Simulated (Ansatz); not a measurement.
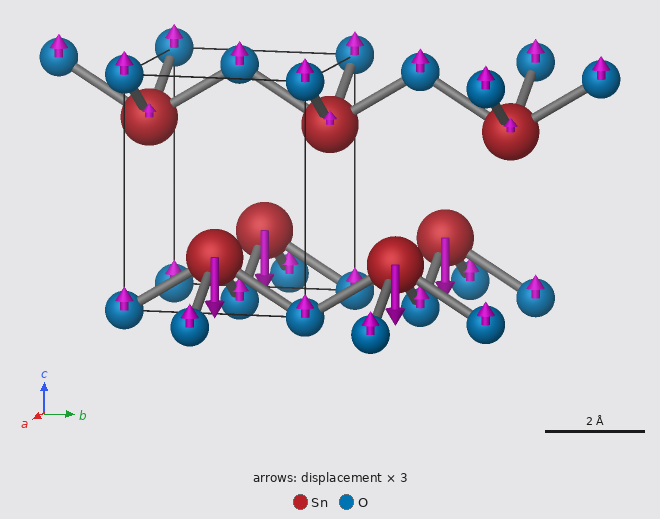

A symmetric starting cell of SnO. The purple arrows show how the atoms are displaced (without the part that the change of the cell carries along), magnified 3 times. Besides, the cell is strained by −0.8 % along [1 −1 0], −2.8 % along [1 1 0], −3.0 % along c (volume −6.4 %). A ball-and-stick model of the cell of the calculation, repeated 1 × 2 × 1 with one cell outlined, seen slightly off an axis.

Theory: DFT PBE, scalar-relativistic, plane waves, PAW in Ansatz 0.2.0. Set-up: plane-wave cutoff 420 eV; k-point mesh 10 × 10 × 8; occupations gaussian; smearing width 0.1 eV; no spin polarisation.

How are the atoms displaced, and what does the calculation give?

Answer. Atoms are displaced by up to 0.42 Å (root mean square over those that move 0.24 Å) relative to the cell. No relaxation follows. The starting cell wasn't computed here and needn't be at equilibrium, so pressure and forces aren't due to the change alone. The pressure is 37.4 GPa (not all of it need come from the change, since the unchanged cell can be under pressure at this level too). The principal stresses (compression positive) are 48.1 GPa along [1 1 0], 45.4 GPa along [1 −1 0], 18.8 GPa along c. The largest force is 8.8 eV/Å, on a Sn atom. The forces mostly point back along the displacements (cosine −0.96). Among the bonded contacts that change: O–Sn 2.224 → 1.944 to 2.211 Å. The space group (tolerance 0.01 Å) goes from P4/nmm (No. 129) to Cmm2 (No. 35).
